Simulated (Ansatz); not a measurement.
## Two runs on MoS$_{2}$

System: MoS$_{2}$ (slab, 15 atoms in the cell).
Method of the first run: DFT PBEsol, scalar-relativistic, plane waves, PAW, no spin polarisation (Ansatz 0.2.0).

The structure derives from an entry of the Crystallography Open Database. Text and figures count atoms from 1; the logs count them from 0 in places.

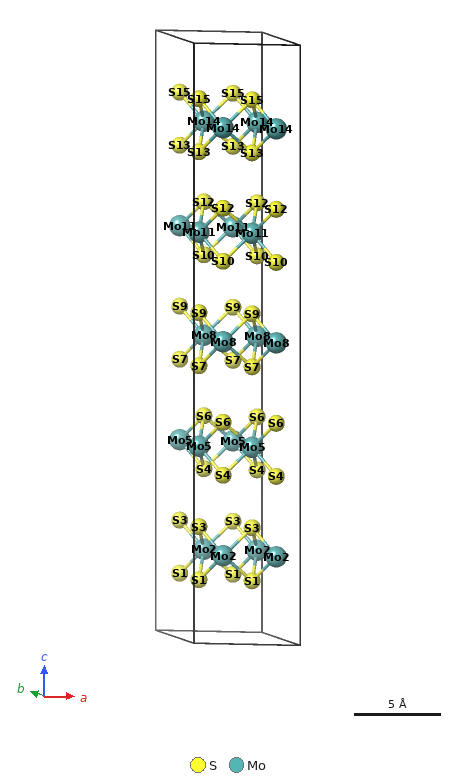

Fig. 1: The input geometry (ball-and-stick view of the 2 × 2 repeat of the cell, with the vacuum cut short, seen slightly off an axis; atoms are numbered from 1 in the order of the input). An atom can appear more than once, as a periodic image. Near neighbours in the periodic cell (some may lie outside the picture): S has 3 Mo at 2.39 Å; Mo has 6 S at 2.39 Å.

**Input file, the first run**
```yaml
crystal:
  lattice:
    - [3.1414322221, 0.0, 0.0]
    - [-1.570716111, 2.7205601086, 0.0]
    - [0.0, 0.0, 43.2758314468]
  atoms:
    - { symbol: S, position: [0.3333333333, 0.6666666667, 0.1733068955] }
    - { symbol: Mo, position: [0.6666666667, 0.3333333333, 0.2093338485] }
    - { symbol: S, position: [0.3333333333, 0.6666666667, 0.2453608015] }
    - { symbol: S, position: [0.6666666667, 0.3333333333, 0.3186399713] }
    - { symbol: Mo, position: [0.3333333333, 0.6666666667, 0.3546669243] }
    - { symbol: S, position: [0.6666666667, 0.3333333333, 0.3906938773] }
    - { symbol: S, position: [0.3333333333, 0.6666666667, 0.463973047] }
    - { symbol: Mo, position: [0.6666666667, 0.3333333333, 0.5] }
    - { symbol: S, position: [0.3333333333, 0.6666666667, 0.536026953] }
    - { symbol: S, position: [0.6666666667, 0.3333333333, 0.6093061227] }
    - { symbol: Mo, position: [0.3333333333, 0.6666666667, 0.6453330757] }
    - { symbol: S, position: [0.6666666667, 0.3333333333, 0.6813600287] }
    - { symbol: S, position: [0.3333333333, 0.6666666667, 0.7546391985] }
    - { symbol: Mo, position: [0.6666666667, 0.3333333333, 0.7906661515] }
    - { symbol: S, position: [0.3333333333, 0.6666666667, 0.8266931045] }
basis:
  ecutwfc: 700
kpoints:
  mp_grid: { grid: [9, 9, 1] }
hamiltonian:
  xc: pbesol
scf:
  occupations: { method: gaussian, width: 0.05 }
output:
  forces: true
  stress: true
  eigenvalues: true
efield:
  axis: 3
  dipole_correction: true
  ramp_width: 0.04
```

Command:
```bash
ansatz run input.yaml --threads 2 --pin off --max-ram 5120MiB --backend cpu --events-out ev --progress --plain --runs-dir out
```

Hardware: 2 threads of AMD EPYC (Zen 3), 144 GiB of memory available, shared host.

**Output, shortened to warnings, some set-up lines, iterations and results (the first run)**
```
Basis set: ecut = 700 eV, 15559 PW (Γ), exchange–correlation on 60×60×750 points (8 copies of the dense FFT grid, shifted against one another)
Symmetry: 6 space group operations
k-points: 12 of 81 (time reversal used)
Initial density: superposition of atomic densities (neutral atoms: chi_scale 0, normalization atom), corrected by the library's trained network
[...]
SCF iter   1: F=—  HF=-33350.830013 eV  |F-HF|=—  |Δ(HF+E_count)|=         —  Δρ=6.05e-3  dr2=1.89e-1  ethr=1.77e-3  p=0.000 e·Å  D=1.53e-13 V/Å  ΔV_dip=-0.00 eV  …
SCF iter   2: F=—  HF=-33350.827132 eV  |F-HF|=—  |Δ(HF+E_count)|=   2.88e-3  Δρ=3.24e-3  dr2=2.67e-2  ethr=1.45e-4  p=0.000 e·Å  D=8.25e-6 V/Å  ΔV_dip=-0.00 eV  …
SCF iter   3: F=—  HF=-33350.829839 eV  |F-HF|=—  |Δ(HF+E_count)|=   2.71e-3  Δρ=1.72e-3  dr2=6.38e-3  ethr=2.05e-5  p=0.000 e·Å  D=8.98e-6 V/Å  ΔV_dip=-0.00 eV  …
SCF iter   4: F=—  HF=-33350.831889 eV  |F-HF|=—  |Δ(HF+E_count)|=   2.05e-3  Δρ=4.39e-4  dr2=1.27e-3  ethr=4.91e-6  p=-0.000 e·Å  D=-1.98e-7 V/Å  ΔV_dip=0.00 eV  …
SCF iter   5: F=—  HF=-33350.831929 eV  |F-HF|=—  |Δ(HF+E_count)|=   3.98e-5  Δρ=1.33e-4  dr2=9.58e-5  ethr=9.77e-7  p=-0.000 e·Å  D=-3.50e-7 V/Å  ΔV_dip=0.00 eV  …
SCF iter   6: F=—  HF=-33350.831917 eV  |F-HF|=—  |Δ(HF+E_count)|=   1.20e-5  Δρ=3.61e-5  dr2=1.06e-5  ethr=7.37e-8  p=0.000 e·Å  D=1.68e-6 V/Å  ΔV_dip=-0.00 eV  …
SCF iter   7: F=—  HF=-33350.831921 eV  |F-HF|=—  |Δ(HF+E_count)|=   4.21e-6  Δρ=1.61e-5  dr2=3.65e-6  ethr=8.19e-9  p=-0.000 e·Å  D=-6.00e-7 V/Å  ΔV_dip=0.00 eV  …
SCF iter   8: F=—  HF=-33350.831922 eV  |F-HF|=—  |Δ(HF+E_count)|=   3.10e-7  Δρ=1.48e-5  dr2=2.22e-6  ethr=2.81e-9  p=0.000 e·Å  D=3.87e-7 V/Å  ΔV_dip=-0.00 eV  …
SCF iter   9: F=—  HF=-33350.831921 eV  |F-HF|=—  |Δ(HF+E_count)|=   2.24e-7  Δρ=3.75e-6  dr2=1.43e-7  ethr=1.71e-9  p=-0.000 e·Å  D=-1.14e-7 V/Å  ΔV_dip=0.00 eV  …
SCF iter  10: F=-33350.831921 eV  HF=-33350.831921 eV  |F-HF|=6.12e-8  |Δ(HF+E_count)|=   1.81e-8  Δρ=2.09e-6  dr2=7.53e-8  ethr=7.69e-11  p=-0.000 e·Å  D=-2.60e-7 V/Å  …
SCF 1 converged in 10 iterations: F = -33350.831921 eV  dr2 = 7.53e-8
SCF converged after 10 iterations
Free energy (F): -33350.831921 eV
Harris-Foulkes:  -33350.831921 eV  (|F-HF|=6.12e-8)
Internal energy: -33350.831921 eV  (E = F + TS)
E sigma→0 (E₀):  -33350.831921 eV
Fermi energy:    6.803663 eV
Dipole field:    D = 0.000003 V/Å  (p = 0.000006 e·Å, saw-weighted, corrected)
Work function:   Φ+ = 4.8441 eV   Φ− = 4.8443 eV
Levels:          The Fermi level and band energies are counted from a zero that moves with the ramp; work functions are not
--- Per-component energies (eV) ---
  E_band       = -1370.680338
  E_kinetic    = 3283.248701
  E_local      = -112914.789728  (includes V_loc(G=0)·N_el)
  E_nonlocal   = 1007.139096
  E_hartree    = 55025.558773
  E_xc         = -1878.960798
  E_vxc        = -2023.610302  (∫ρ·V_xc dr)
  E_paw        = -21559.598444  (= ΣΔE_a)
  E_vpaw       = -773.715404  (= ΣTr[D̂ρ^β])
  E_aug_tail   = -0.000005  (compensation charges beyond the density's cutoff)
  E_efield     = 0.000000  (sawtooth field / dipole correction)
  E_vefield    = 0.000000  (∫n·V_field dr)
  E_ewald      = 43684.904494
  E_core_change = 1.665990  (= ΣΔE_core)
  E_smearing   = -0.000000  (= −TS)
  E_closure    = 0.000000  (closes the sum)
  Σ components = -33350.831921   (vs F -33350.831921, Δ=0.00e0)
--- Forces (eV/Å), atoms counted from 1 ---
  atom   1  S     -0.00000000    -0.00000000     0.02197559
  atom   2  Mo    -0.00000000    -0.00000000    -0.02234615
  atom   3  S     -0.00000000    -0.00000000     0.00066932
  atom   4  S      0.00000000     0.00000000     0.00101909
  atom   5  Mo     0.00000000     0.00000000    -0.00011548
  atom   6  S      0.00000000     0.00000000    -0.00138985
  atom   7  S     -0.00000000    -0.00000000     0.00136664
  atom   8  Mo    -0.00000000    -0.00000000     0.00000153
  atom   9  S     -0.00000000    -0.00000000    -0.00136703
  atom  10  S      0.00000000     0.00000000     0.00138792
  atom  11  Mo     0.00000000     0.00000000     0.00011483
  atom  12  S      0.00000000     0.00000000    -0.00101668
  atom  13  S     -0.00000000    -0.00000000    -0.00067325
  atom  14  Mo    -0.00000000    -0.00000000     0.02234200
  atom  15  S     -0.00000000    -0.00000000    -0.02196940
  max |Σ_I F_I| component: 9.11e-7 eV/Å
--- Stress (GPa, compression-positive) ---
       -0.029332      -0.000000       0.000000
       -0.000000      -0.029332      -0.000000
        0.000000      -0.000000      -0.034192
  P = ⅓ Tr σ = -0.0310 GPa (-0.310 kbar)
```

For the second run the input was changed thus:
```diff
-  ecutwfc: 700
+  ecutwfc: 420
+  max_iter: 69
+  amplitude: 1.5
```

Predict how the results change.

The free energy of the second run is 100.0 meV per atom lower, which comes mainly from the change of cutoff or grids; a solver setting shouldn't move a converged energy. The gap of 1.15 eV on the mesh closes. The largest force goes from 0.022 to 0.107 eV/Å. The SCF takes 45 iterations against 10. The plane waves at Γ go from 15559 to 7153. On the same kind of shared host the second run took about 3.5 times as long.

**Output, shortened to warnings, some set-up lines, iterations and results (the second run)**
```
WARN: efield: at this solve's end the planar-averaged density reaches 4.94e-5 e/Å³ inside the ramp window [0.9569, 0.0774] (bound 1e-5 e/Å³); the window's nearer edge stands 4.15 Å from this solve's nearest atom along the axis. Its free energy, forces, stress, dipole, levels and responses can be off, and this figure does not tell by how much. A short vacuum, a low `basis.ecutwfc` or …
Basis set: ecut = 420 eV, 7153 PW (Γ), exchange–correlation on 48×48×600 points (8 copies of the dense FFT grid, shifted against one another)
Symmetry: 6 space group operations
k-points: 12 of 81 (time reversal used)
Initial density: superposition of atomic densities (neutral atoms: chi_scale 0, normalization atom, screened)
[...]
SCF iter   1: F=—  HF=-33362.312319 eV  |F-HF|=—  |Δ(HF+E_count)|=         —  Δρ=7.75e-2  dr2=4.19e2  ethr=3.10e-3  p=2.508 e·Å  D=1.23e0 V/Å  ΔV_dip=-53.09 eV  …
SCF iter   2: F=—  HF=-62236.809519 eV  |F-HF|=—  |Δ(HF+E_count)|=    2.89e4  Δρ=1.07e0  dr2=6.51e5  ethr=3.10e-3  p=-14.320 e·Å  D=-7.01e0 V/Å  ΔV_dip=303.20 eV  …
SCF iter   3: F=—  HF=-33407.321309 eV  |F-HF|=—  |Δ(HF+E_count)|=    2.88e4  Δρ=1.69e-1  dr2=1.38e4  ethr=3.10e-3  p=2.021 e·Å  D=9.89e-1 V/Å  ΔV_dip=-42.80 eV  …
SCF iter   4: F=—  HF=-33359.294283 eV  |F-HF|=—  |Δ(HF+E_count)|=    4.80e1  Δρ=6.84e-2  dr2=6.58e2  ethr=3.10e-3  p=2.450 e·Å  D=1.20e0 V/Å  ΔV_dip=-51.87 eV  …
SCF iter   5: F=—  HF=-33356.602239 eV  |F-HF|=—  |Δ(HF+E_count)|=    2.69e0  Δρ=5.53e-2  dr2=6.99e2  ethr=3.10e-3  p=2.394 e·Å  D=1.17e0 V/Å  ΔV_dip=-50.68 eV  …
[... 36 lines ...]
SCF iter  42: F=—  HF=-33352.331679 eV  |F-HF|=—  |Δ(HF+E_count)|=   2.31e-6  Δρ=5.95e-6  dr2=7.09e-7  ethr=1.64e-8  p=2.066 e·Å  D=1.01e0 V/Å  ΔV_dip=-43.74 eV  …
SCF iter  43: F=—  HF=-33352.331679 eV  |F-HF|=—  |Δ(HF+E_count)|=   6.47e-8  Δρ=1.72e-6  dr2=4.04e-8  ethr=7.69e-11  p=2.066 e·Å  D=1.01e0 V/Å  ΔV_dip=-43.74 eV  …
SCF iter  44: F=-33352.331679 eV  HF=-33352.331679 eV  |F-HF|=7.25e-9  |Δ(HF+E_count)|=   6.10e-9  Δρ=2.89e-7  dr2=4.42e-9  ethr=3.11e-11  p=2.066 e·Å  D=1.01e0 V/Å  …
SCF iter  45: F=-33352.331679 eV  HF=-33352.331679 eV  |F-HF|=7.40e-9  |Δ(HF+E_count)|=  1.46e-11  Δρ=2.93e-7  dr2=4.47e-9  ethr=3.40e-12  p=2.066 e·Å  D=1.01e0 V/Å  …
SCF 1 converged in 45 iterations: F = -33352.331679 eV  dr2 = 4.47e-9
SCF converged after 45 iterations
Free energy (F): -33352.331679 eV
Harris-Foulkes:  -33352.331679 eV  (|F-HF|=7.40e-9)
Internal energy: -33352.328213 eV  (E = F + TS)
E sigma→0 (E₀):  -33352.329946 eV
Entropy (-TS):   -0.003466 eV (-0.231 meV/atom)
Fermi energy:    6.615798 eV
Dipole field:    D = 1.010779 V/Å  (p = 2.065978 e·Å, saw-weighted, corrected)
Work function:   not extracted (applied field tilts the vacuum); planar V_es + V_field profile in the machine report
Levels:          The Fermi level and band energies are counted from a zero that moves with the ramp; work functions are not
Vacuum region:   at the solve's end the planar-averaged density reaches 4.94e-5 e/Å³ inside the ramp window [0.9569, 0.0774] (bound 1e-5 e/Å³)
--- Per-component energies (eV) ---
  E_band       = -1376.783528
  E_kinetic    = 3283.138393
  E_local      = -112908.515144  (includes V_loc(G=0)·N_el)
  E_nonlocal   = 1007.177550
  E_hartree    = 55019.817145
  E_xc         = -1878.865719
  E_vxc        = -2023.479083  (∫ρ·V_xc dr)
  E_paw        = -21559.596229  (= ΣΔE_a)
  E_vpaw       = -773.724437  (= ΣTr[D̂ρ^β])
  E_aug_tail   = 0.000151  (compensation charges beyond the density's cutoff)
  E_efield     = -2.054844  (sawtooth field / dipole correction)
  E_vefield    = -1.010721  (∫n·V_field dr)
  E_ewald      = 43684.904494
  E_core_change = 1.665990  (= ΣΔE_core)
  E_smearing   = -0.003466  (= −TS)
  E_closure    = 0.000000  (closes the sum)
  Σ components = -33352.331679   (vs F -33352.331679, Δ=0.00e0)
--- Forces (eV/Å), atoms counted from 1 ---
  atom   1  S     -0.00000000    -0.00000000     0.05899202
  atom   2  Mo    -0.00000000    -0.00000000    -0.10667124
  atom   3  S     -0.00000000    -0.00000000     0.00083830
  atom   4  S      0.00000000     0.00000000     0.01212220
  atom   5  Mo    -0.00000000     0.00000000    -0.03822500
  atom   6  S      0.00000000     0.00000000     0.02345631
  atom   7  S     -0.00000000    -0.00000000     0.01640751
  atom   8  Mo    -0.00000000    -0.00000000    -0.03786649
  atom   9  S     -0.00000000    -0.00000000     0.02176959
  atom  10  S      0.00000000     0.00000000     0.01724832
  atom  11  Mo     0.00000000     0.00000000    -0.01916174
  atom  12  S      0.00000000     0.00000000     0.02013733
  atom  13  S     -0.00000000    -0.00000000     0.08626036
  atom  14  Mo    -0.00000000     0.00000000    -0.08944971
  atom  15  S     -0.00000000    -0.00000000     0.03501851
  max |Σ_I F_I| component: 8.76e-4 eV/Å
--- Stress (GPa, compression-positive) ---
        0.743016      -0.000000       0.000000
       -0.000000       0.743016      -0.000000
        0.000000      -0.000000       0.431119
  P = ⅓ Tr σ = 0.6391 GPa (6.391 kbar)
```

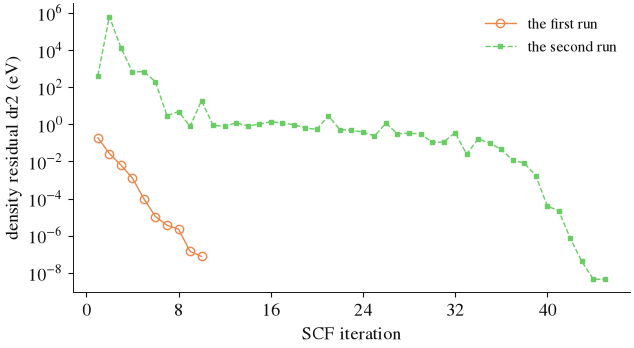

Fig. 2: Convergence of the two runs: density residual dr2 against the SCF iteration. The first run takes 10 iterations in all, and the second run takes 45.

**The two runs side by side**

| quantity | the first run | the second run |
| --- | --- | --- |
| outcome | converged | converged |
| free energy per atom (eV) | −2223.3888 | −2223.4888 |
| gap on the mesh (eV) | 1.15 | 0.00 |
| work function (eV) | 4.84 | – |
| largest force (eV/Å) | 0.022 | 0.107 |
| SCF iterations | 10 | 45 |
| irreducible k-points | 12 | 12 |
| plane waves at Γ | 15559 | 7153 |
| wall time (shared host) | 57 s | 3.3 min |

For the second run: Warnings: the density in the vacuum is higher than it should be, so vacuum levels may be off.
